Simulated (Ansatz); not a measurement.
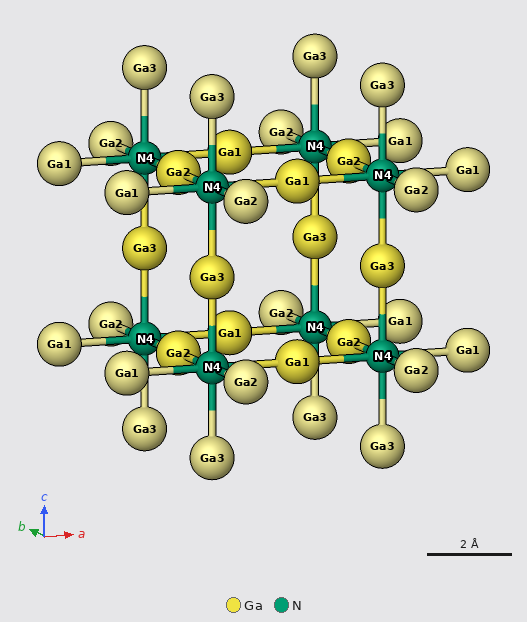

The structure as given in the input (ball-and-stick view of the cell of the calculation, seen slightly off an axis; neighbours outside the cell are drawn fainter; atoms are numbered from 1 in the order of the input). Near neighbours in the crystal (not all of them lie inside the picture): Ga has 2 N at 2.19 Å; N has 6 Ga at 2.19 Å.

Geometry relaxation of Ga3N

System: Ga3N (Pm-3m, 4 atoms in the cell).
Method: DFT PBE, scalar-relativistic, plane waves, PAW, no spin polarisation (Ansatz 0.2.0).

The structure was made by swapping elements on the sites of another compound; it need not be a known phase. It belongs to a series of runs on one base structure; here: anti-ReO3 type (Pm-3m, No. 221). Figures and captions count atoms from 1; the log counts them from 0 in places.

The program's output
```
Engine: ansatz 0.2.0, x86_64-unknown-linux-gnu
Pseudopotentials: kind: paw
Pseudopotential: Ga, paw, valence charge 13, recommended cutoff 420 eV (normal), Ga.paw.azcp
Pseudopotential: N, paw, valence charge 5, recommended cutoff 420 eV (normal), N.paw.azcp
Functional definition: PBE
  parameter kappa = 0.804
  parameter beta = 0.06672455060314922
  exchange = pbe_x(kappa = kappa, mu = beta*pi^2/3)
  correlation = pbe_c(beta = beta)
Crystal: 4 atoms, lattice volume = 83.860 Å³
Basis set: ecut = 420 eV, 1647 PW (Γ), exchange–correlation on 60×60×60 points (8 copies of the dense FFT grid, shifted against one another)
Bands: 27, of which v1, the nominal top of the filled ones, is band 22 counted from 1 (21 counted from 0)
Symmetry: 48 space group operations
Space group: Pm-3m (ITA 221), of the structure as read, at distance tolerance 4.4e-5 Å
k-points: 56 of 1000
Non-local potential: Ga, projectors of the file, l = 0: 2, l = 1: 2, l = 2: 3, l = 3: 1
Non-local potential: N, projectors of the file, l = 0: 2, l = 1: 2, l = 2: 1
PAW form: soft (Blöchl's): semilocal exchange-correlation on the pseudo side does not see the compensation charge
PAW one-centre angular grid: Ga, 590 points (default); XC on 64 Gauss nodes
PAW one-centre angular grid: N, 110 points (default); XC on 64 Gauss nodes
Initial density: superposition of atomic densities (neutral atoms: chi_scale 0, normalization atom), corrected by the library's trained network
Initial wavefunctions: pseudopotential atomic-orbital guess
Functional: x = pbe(κ = 0.804, μ = 0.2195149727645171), c = pbe(β = 0.06672455060314922)
SCF iter   1: F=—  HF=-11729.827392 eV  |F-HF|=—  |Δ(HF+E_count)|=         —  Δρ=8.99e-3  dr2=8.45e-2  ethr=1.77e-3  ⟨swp⟩=5.8  Hψ=5661  notcnv=0
preconditioner: auto → LDOS  [metal: Δε(μ)=0.047 eV  Ē_g=14.442 eV  σ=0.100 eV  W_gap=0.25  n_scr=18 (ndim 8)  ℏωp=26.9 eV  f_vac=0.057  D(μ)=3.21/eV (n_scr^D=26)  β→1.0]
SCF iter   2: F=—  HF=-11729.820294 eV  |F-HF|=—  |Δ(HF+E_count)|=   7.10e-3  Δρ=3.89e-3  dr2=1.53e-2  ethr=1.92e-4  ⟨swp⟩=2.8  Hψ=3313  notcnv=0  defer=5
SCF iter   3: F=—  HF=-11729.819742 eV  |F-HF|=—  |Δ(HF+E_count)|=   5.52e-4  Δρ=3.02e-3  dr2=5.70e-3  ethr=3.49e-5  ⟨swp⟩=2.0  Hψ=2793  notcnv=0  defer=9
SCF iter   4: F=—  HF=-11729.815421 eV  |F-HF|=—  |Δ(HF+E_count)|=   4.32e-3  Δρ=4.97e-4  dr2=3.78e-4  ethr=1.29e-5  ⟨swp⟩=2.0  Hψ=2710  notcnv=0  defer=9
SCF iter   5: F=—  HF=-11729.815382 eV  |F-HF|=—  |Δ(HF+E_count)|=   3.90e-5  Δρ=7.87e-5  dr2=3.44e-6  ethr=8.60e-7  ⟨swp⟩=2.2  Hψ=1959  notcnv=0  defer=9
SCF iter   6: F=—  HF=-11729.815288 eV  |F-HF|=—  |Δ(HF+E_count)|=   9.41e-5  Δρ=8.84e-6  dr2=8.53e-8  ethr=2.27e-10  ⟨swp⟩=5.4  Hψ=7308  notcnv=0
SCF iter   7: F=-11729.815288 eV  HF=-11729.815288 eV  |F-HF|=6.33e-10  |Δ(HF+E_count)|=   2.44e-8  Δρ=1.98e-6  dr2=4.19e-9  ethr=1.94e-10  ⟨swp⟩=2.1  Hψ=4739  notcnv=0
SCF 1 converged in 7 iterations: F = -11729.815288 eV  dr2 = 4.19e-9
  greatest PAW one-centre occupation: 0.995 electrons in one spin orbital (limit 2), on the Ga atom at site 2 (counted from 0), in its partial waves of l = 2
relax step   1: F+E_penalty+E_count = -11729.81528816 eV  Δ(F+E_penalty+E_count) = +0.000e0 eV  max|allowed force component| = 1.175e-29 eV/Å  Δτ_max = 0.0000 Å  P = -0.190 GPa  Ω = 83.860 Å³  (7 SCF iters, dr2 threshold 1.00e-7 eV, accepted)
Crystal: 4 atoms, lattice volume = 83.644 Å³
Initial density: handed on by an earlier stage of this run
Initial wavefunctions: those handed on with the density
iter 1 solved again at ethr=5.61e-8 eV; its pass at ethr=3.10e-3 eV (dr2=2.47e-5 eV) is discarded
SCF iter   1: F=—  HF=-11729.815760 eV  |F-HF|=—  |Δ(HF+E_count)|=         —  Δρ=1.68e-4  dr2=2.43e-5  ethr=5.61e-8  ⟨swp⟩=2.1  Hψ=7304  notcnv=0
preconditioner: auto → LDOS  [metal: Δε(μ)=0.057 eV  Ē_g=14.539 eV  σ=0.100 eV  W_gap=0.31  n_scr=18 (ndim 8)  ℏωp=26.9 eV  f_vac=0.053  D(μ)=2.88/eV (n_scr^D=26)  β→1.0]
SCF iter   2: F=—  HF=-11729.815658 eV  |F-HF|=—  |Δ(HF+E_count)|=   1.02e-4  Δρ=4.35e-5  dr2=2.41e-6  ethr=5.52e-8  ⟨swp⟩=1.9  Hψ=1790  notcnv=0
SCF iter   3: F=—  HF=-11729.815658 eV  |F-HF|=—  |Δ(HF+E_count)|=   4.30e-8  Δρ=1.99e-5  dr2=2.18e-7  ethr=5.47e-9  ⟨swp⟩=3.0  Hψ=2749  notcnv=0
SCF iter   4: F=—  HF=-11729.815658 eV  |F-HF|=—  |Δ(HF+E_count)|=   8.19e-9  Δρ=1.03e-5  dr2=6.59e-8  ethr=2.05e-10  ⟨swp⟩=4.2  Hψ=5615  notcnv=0
SCF iter   5: F=-11729.815658 eV  HF=-11729.815658 eV  |F-HF|=9.57e-10  |Δ(HF+E_count)|=   6.25e-8  Δρ=1.55e-6  dr2=1.52e-9  ethr=1.50e-10  ⟨swp⟩=4.0  Hψ=5331  notcnv=0
SCF 2 converged in 5 iterations: F = -11729.815658 eV  dr2 = 1.52e-9
  greatest PAW one-centre occupation: 0.995 electrons in one spin orbital (limit 2), on the Ga atom at site 1 (counted from 0), in its partial waves of l = 2
relax step   2: F+E_penalty+E_count = -11729.81565816 eV  Δ(F+E_penalty+E_count) = -3.700e-4 eV  max|allowed force component| = 2.271e-29 eV/Å  Δτ_max = 0.0000 Å  P = -0.086 GPa  Ω = 83.644 Å³  energy of the carried Pulay correction = +1.838e-4 eV  (5 SCF iters, dr2 threshold 9.01e-8 eV, accepted)
Crystal: 4 atoms, lattice volume = 83.467 Å³
iter 1 solved again at ethr=3.94e-8 eV; its pass at ethr=3.10e-3 eV (dr2=1.73e-5 eV) is discarded
SCF iter   1: F=—  HF=-11729.815955 eV  |F-HF|=—  |Δ(HF+E_count)|=         —  Δρ=1.41e-4  dr2=1.71e-5  ethr=3.94e-8  ⟨swp⟩=2.1  Hψ=7307  notcnv=0
preconditioner: auto → LDOS  [metal: Δε(μ)=0.054 eV  Ē_g=14.547 eV  σ=0.100 eV  W_gap=0.30  n_scr=18 (ndim 8)  ℏωp=27.0 eV  f_vac=0.053  D(μ)=2.88/eV (n_scr^D=26)  β→1.0]
SCF iter   2: F=—  HF=-11729.815857 eV  |F-HF|=—  |Δ(HF+E_count)|=   9.86e-5  Δρ=3.69e-5  dr2=1.73e-6  ethr=3.88e-8  ⟨swp⟩=1.9  Hψ=1771  notcnv=0
SCF iter   3: F=—  HF=-11729.815856 eV  |F-HF|=—  |Δ(HF+E_count)|=   4.71e-8  Δρ=1.62e-5  dr2=1.49e-7  ethr=3.92e-9  ⟨swp⟩=3.0  Hψ=2737  notcnv=0
SCF iter   4: F=—  HF=-11729.815856 eV  |F-HF|=—  |Δ(HF+E_count)|=   1.54e-9  Δρ=8.33e-6  dr2=4.17e-8  ethr=4.18e-11  ⟨swp⟩=4.4  Hψ=5555  notcnv=0
SCF iter   5: F=-11729.815856 eV  HF=-11729.815856 eV  |F-HF|=6.40e-10  |Δ(HF+E_count)|=   4.09e-8  Δρ=1.29e-6  dr2=1.04e-9  ethr=4.18e-11  ⟨swp⟩=4.0  Hψ=5437  notcnv=0
SCF 3 converged in 5 iterations: F = -11729.815856 eV  dr2 = 1.04e-9
  greatest PAW one-centre occupation: 0.995 electrons in one spin orbital (limit 2), on the Ga atom at site 0 (counted from 0), in its partial waves of l = 2
relax step   3: F+E_penalty+E_count = -11729.81585643 eV  Δ(F+E_penalty+E_count) = -1.983e-4 eV  max|allowed force component| = 6.574e-30 eV/Å  Δτ_max = 0.0000 Å  P = +0.001 GPa  Ω = 83.467 Å³  energy of the carried Pulay correction = +3.351e-4 eV  (5 SCF iters, dr2 threshold 1.84e-8 eV, accepted)
Initial wavefunctions: pseudopotential atomic-orbital guess (no wavefunctions were taken with the density)
iter 1 solved again at ethr=4.16e-8 eV; its pass at ethr=3.10e-3 eV (dr2=1.83e-5 eV) is discarded
SCF iter   1: F=—  HF=-11729.815620 eV  |F-HF|=—  |Δ(HF+E_count)|=         —  Δρ=1.17e-5  dr2=2.57e-8  ethr=4.16e-8  ⟨swp⟩=3.1  Hψ=10165  notcnv=0
preconditioner: auto → LDOS  [metal: Δε(μ)=0.053 eV  Ē_g=14.548 eV  σ=0.100 eV  W_gap=0.29  n_scr=18 (ndim 8)  ℏωp=27.0 eV  f_vac=0.052  D(μ)=2.88/eV (n_scr^D=26)  β→1.0]
SCF iter   2: F=—  HF=-11729.815519 eV  |F-HF|=—  |Δ(HF+E_count)|=   1.01e-4  Δρ=6.78e-6  dr2=1.92e-8  ethr=5.84e-11  ⟨swp⟩=2.4  Hψ=2787  notcnv=0
SCF iter   3: F=—  HF=-11729.815518 eV  |F-HF|=—  |Δ(HF+E_count)|=   1.61e-8  Δρ=2.84e-6  dr2=4.06e-9  ethr=4.36e-11  ⟨swp⟩=2.0  Hψ=2746  notcnv=0
SCF iter   4: F=—  HF=-11729.815518 eV  |F-HF|=—  |Δ(HF+E_count)|=   4.47e-9  Δρ=7.14e-7  dr2=3.55e-10  ethr=9.22e-12  ⟨swp⟩=2.0  Hψ=2728  notcnv=0
SCF iter   5: F=-11729.815518 eV  HF=-11729.815518 eV  |F-HF|=2.55e-11  |Δ(HF+E_count)|=  2.33e-10  Δρ=1.57e-7  dr2=2.53e-11  ethr=1.00e-12  ⟨swp⟩=2.9  Hψ=6140  notcnv=0
SCF 4 converged in 5 iterations: F = -11729.815518 eV  dr2 = 2.53e-11
relax step   4: F+E_penalty+E_count = -11729.81551849 eV  Δ(F+E_penalty+E_count) = +3.379e-4 eV  max|allowed force component| = 1.790e-29 eV/Å  Δτ_max = 0.0000 Å  P = -0.003 GPa  Ω = 83.467 Å³  stress off target by 2.56e-3 GPa  SCF on the basis re-selected at this cell (its energy is not comparable with the rows above)  (5 SCF iters)
```

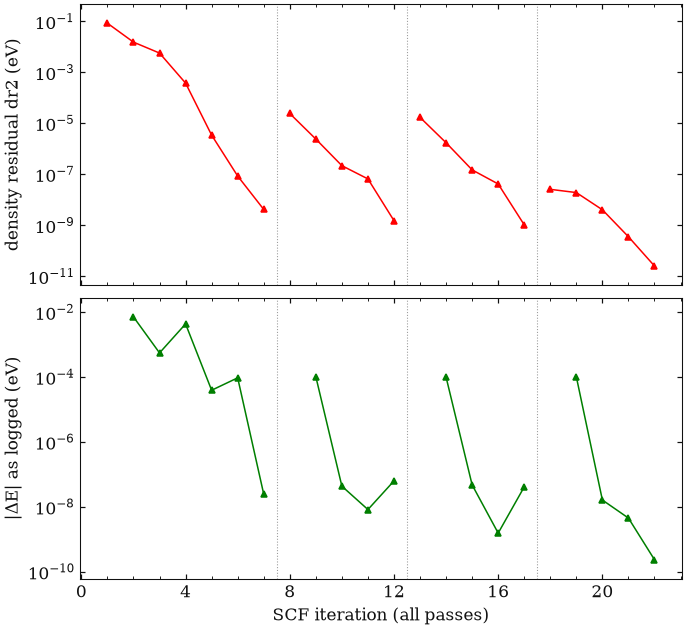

Convergence of the self-consistent field: density residual dr2 and size of the energy change against the SCF iteration. The dotted lines part the SCF passes of the relaxation: geometry steps, rejected trials and re-solves on a re-selected basis. The passes take 7, 5, 5 and 5 iterations.

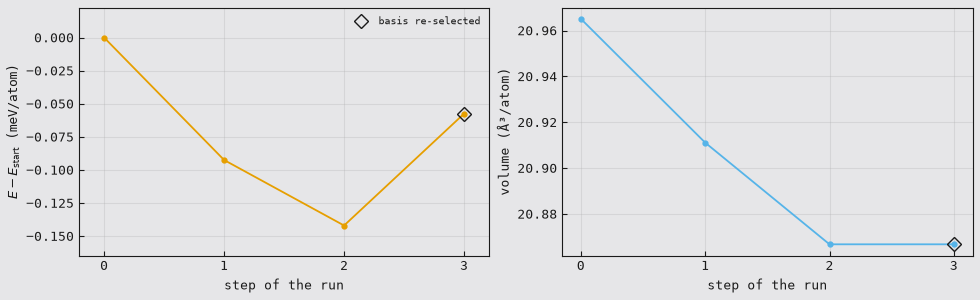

Progress of the relaxation, step by step (the first geometry is step 0 here and step 1 in the log). After 2 geometry steps the energy has fallen by 0.1 meV per atom. All forces vanish by symmetry, so only the cell relaxes. Pressure: −0.19 GPa at the start and 0.00 GPa at the end. The atoms keep their places relative to the cell (all moves are under 0.005 Å). A last SCF at the same geometry on a re-selected plane-wave basis shifts the energy by +0.1 meV per atom.

```
basis re-selected at this cell: Δ(F+E_penalty+E_count) = +3.379e-4 eV, ΔP = -0.004 GPa vs the last step (what re-selecting the basis moved, of the pressure what is left beyond the Pulay correction that the steps carried, after the strain that the cell walked since its last selection, with what the two solves' SCF thresholds leave and, on support functions, any second-order correction that the steps lacked; it is no measure of the basis error at this ecutwfc). This SCF's stress stands 2.56e-3 GPa from its target on what of the cell is left free (relax.cell.stress_tol is 5.00e-2 GPa) and its largest allowed force component is 1.79e-29 eV/Å (relax.f_tol is 1.00e-2 eV/Å): within both
SCF converged after 5 iterations
Free energy (F): -11729.815518 eV
Harris-Foulkes:  -11729.815518 eV  (|F-HF|=2.55e-11)
Internal energy: -11729.801096 eV  (E = F + TS)
E sigma→0 (E₀):  -11729.808307 eV
Entropy (-TS):   -0.014422 eV (-3.606 meV/atom)
Fermi energy:    6.336120 eV
--- Per-component energies (eV) ---
  E_band       = -243.192963
  E_kinetic    = 467.883338
  E_local      = -6743.132571  (includes V_loc(G=0)·N_el)
  E_nonlocal   = 1316.856492
  E_hartree    = 3100.980483
  E_xc         = -264.456886
  E_vxc        = -245.689967  (∫ρ·V_xc dr)
  E_paw        = -6086.415838  (= ΣΔE_a)
  E_vpaw       = -1241.070654  (= ΣTr[D̂ρ^β])
  E_aug_tail   = -0.000243  (compensation charges beyond the density's cutoff)
  E_ewald      = -3521.515871
  E_smearing   = -0.014422  (= −TS)
  E_closure    = 0.000000  (closes the sum)
  Σ components = -11729.815518   (vs F -11729.815518, Δ=0.00e0)
--- Forces (eV/Å), atoms counted from 1 ---
  atom   1  Ga     0.00000000    -0.00000000     0.00000000
  atom   2  Ga     0.00000000    -0.00000000     0.00000000
  atom   3  Ga    -0.00000000     0.00000000     0.00000000
  atom   4  N      0.00000000    -0.00000000     0.00000000
  max |Σ_I F_I| component: 2.94e-29 eV/Å
--- Stress (GPa, compression-positive) ---
       -0.002562      -0.000000       0.000000
       -0.000000      -0.002562      -0.000000
        0.000000      -0.000000      -0.002562
  P = ⅓ Tr σ = -0.0026 GPa (-0.026 kbar)
--- Band table (eV; the first three rows and the last of 56) ---
  k-point 0: bands = ["-10.3233", "-8.5861", "-8.5861", "-8.5861", "-8.5376", "-8.5376", "-8.4519", "-8.4519", "-8.4519", "-8.3803", "-8.3803", "-8.3778", "-8.3071", "-8.3071", "-8.3071", "-7.3161", "0.6545", "1.1066", "1.1066", "1.1066", "3.9138", "3.9138", "9.0797", "9.0797", "9.0797", "11.4823", "11.4823"]
  k-point 1: bands = ["-10.2957", "-8.5848", "-8.5808", "-8.5808", "-8.5368", "-8.5338", "-8.4531", "-8.4521", "-8.4521", "-8.3894", "-8.3808", "-8.3802", "-8.3148", "-8.3148", "-8.3071", "-7.3263", "0.1883", "1.1364", "1.1364", "1.3593", "3.9536", "4.2679", "8.9298", "9.0523", "9.0523", "11.0856", "11.2448"]
  k-point 2: bands = ["-10.2200", "-8.5813", "-8.5652", "-8.5652", "-8.5346", "-8.5231", "-8.4565", "-8.4527", "-8.4527", "-8.4165", "-8.3894", "-8.3798", "-8.3366", "-8.3366", "-8.3071", "-7.3536", "-0.4691", "1.2164", "1.2164", "1.5635", "4.0643", "5.0794", "8.6919", "8.9498", "8.9498", "10.2962", "10.7984"]
  k-point 55: bands = ["-8.7478", "-8.6311", "-8.6311", "-8.6311", "-8.5449", "-8.5234", "-8.5234", "-8.5234", "-8.4343", "-8.4343", "-8.4123", "-8.4123", "-8.4123", "-8.3447", "-8.3447", "-8.3447", "-0.4114", "-0.4114", "-0.4114", "4.7140", "4.7140", "4.7140", "7.9990", "7.9990", "7.9990", "9.5949", "10.3663"]
--- Relaxed structure (3 steps of the walk, 3 accepted, 1 SCFs on fresh bases) ---
  F+E_penalty+E_count = -11729.81551849 eV   max|allowed force component| = 1.790e-29 eV/Å   (the final SCF, on the basis selected at the relaxed cell)
  cell:  # Å, volume = 83.4670 Å³
    - [4.370236294893422, 8.024708101613482e-36, -4.81482486096809e-35]
    - [8.024708101613482e-36, 4.370236294893422, 4.012354050806741e-36]
    - [1.1234591342258874e-34, 4.012354050806741e-36, 4.370236294893422]
  atoms:
    - { symbol: Ga, position: [0.49999999999999994, 2.461762683579718e-38, 1.0742237184242408e-38] }
    - { symbol: Ga, position: [1.4322982896483627e-38, 0.49999999999999994, 1.0742237184242993e-38] }
    - { symbol: Ga, position: [4.2968948716127413e-38, -7.564325345876246e-38, 0.49999999999999994] }
    - { symbol: N, position: [1.4322982899818314e-38, 2.6407999720471815e-38, -3.580745731415809e-39] }
```

Trajectory as extended XYZ (Å, eV, eV/Å), 4 frames, from step=1 to step=4
```
4
Lattice="4.3771 0.0000 0.0000 0.0000 4.3771 0.0000 0.0000 0.0000 4.3771" Properties=species:S:1:pos:R:3:forces:R:3 step=1 energy=-11729.81529 pressure_GPa=-0.19
Ga    2.1885    0.0000    0.0000    0.0000   0.0000   0.0000
Ga    0.0000    2.1885    0.0000    0.0000   0.0000   0.0000
Ga    0.0000    0.0000    2.1885    0.0000   0.0000   0.0000
N     0.0000    0.0000    0.0000    0.0000   0.0000   0.0000
4
Lattice="4.3733 0.0000 0.0000 0.0000 4.3733 0.0000 0.0000 0.0000 4.3733" Properties=species:S:1:pos:R:3:forces:R:3 step=2 energy=-11729.81566 pressure_GPa=-0.09
Ga    2.1867    0.0000    0.0000    0.0000   0.0000   0.0000
Ga    0.0000    2.1867    0.0000    0.0000   0.0000   0.0000
Ga    0.0000    0.0000    2.1867    0.0000   0.0000   0.0000
N     0.0000    0.0000    0.0000    0.0000   0.0000   0.0000
4
Lattice="4.3702 0.0000 0.0000 0.0000 4.3702 0.0000 0.0000 0.0000 4.3702" Properties=species:S:1:pos:R:3:forces:R:3 step=3 energy=-11729.81586 pressure_GPa=0.00
Ga    2.1851    0.0000    0.0000    0.0000   0.0000   0.0000
Ga    0.0000    2.1851    0.0000    0.0000   0.0000   0.0000
Ga    0.0000    0.0000    2.1851    0.0000   0.0000   0.0000
N     0.0000    0.0000    0.0000    0.0000   0.0000   0.0000
4
Lattice="4.3702 0.0000 0.0000 0.0000 4.3702 0.0000 0.0000 0.0000 4.3702" Properties=species:S:1:pos:R:3:forces:R:3 step=4 energy=-11729.81552 pressure_GPa=-0.00
Ga    2.1851    0.0000    0.0000    0.0000   0.0000   0.0000
Ga    0.0000    2.1851    0.0000    0.0000   0.0000   0.0000
Ga    0.0000    0.0000    2.1851    0.0000   0.0000   0.0000
N     0.0000    0.0000    0.0000    0.0000   0.0000   0.0000
```

This output came from the following input.

Input file
```yaml
crystal:
  lattice:
    - [4.3770932678, 0.0, 0.0]
    - [0.0, 4.3770932678, 0.0]
    - [0.0, 0.0, 4.3770932678]
  atoms:
    - { symbol: Ga, position: [0.5, 0.0, 0.0] }
    - { symbol: Ga, position: [0.0, 0.5, 0.0] }
    - { symbol: Ga, position: [0.0, 0.0, 0.5] }
    - { symbol: "N", position: [0.0, 0.0, 0.0] }
basis:
  ecutwfc: 420
kpoints:
  mp_grid: { grid: [10, 10, 10] }
hamiltonian:
  xc: pbe
scf:
  occupations: { method: gaussian, width: 0.1 }
output:
  forces: true
  stress: true
  eigenvalues: true
relax:
  adjacent_minimum: "off"
  f_tol: 0.01
  max_steps: 80
  cell: { stress_tol: 0.05 }
```

Run as:
```bash
ansatz run input.yaml --threads 1 --pin off --max-ram 2560MiB --backend cpu --events-out ev --progress --plain --runs-dir out
```

Key numbers

```tsv
quantity	value
outcome	converged
space group (tolerance 0.01 Å)	Pm-3m (221)
electrons treated	44
free energy	−11729.8155 eV
Fermi energy	6.336 eV
gap on the k-point mesh	none (metallic)
pressure	0.00 GPa
final volume	83.47 Å³
largest force (length of the vector) at the end	under 0.001 eV/Å
final cell	a = 4.370 Å, b = 4.370 Å, c = 4.370 Å, α = 90.00°, β = 90.00°, γ = 90.00°
hardware	1 thread of Intel Xeon (Granite Rapids), 192 GiB of memory available, shared host
wall time	15 s
peak memory	0.43 GiB
```
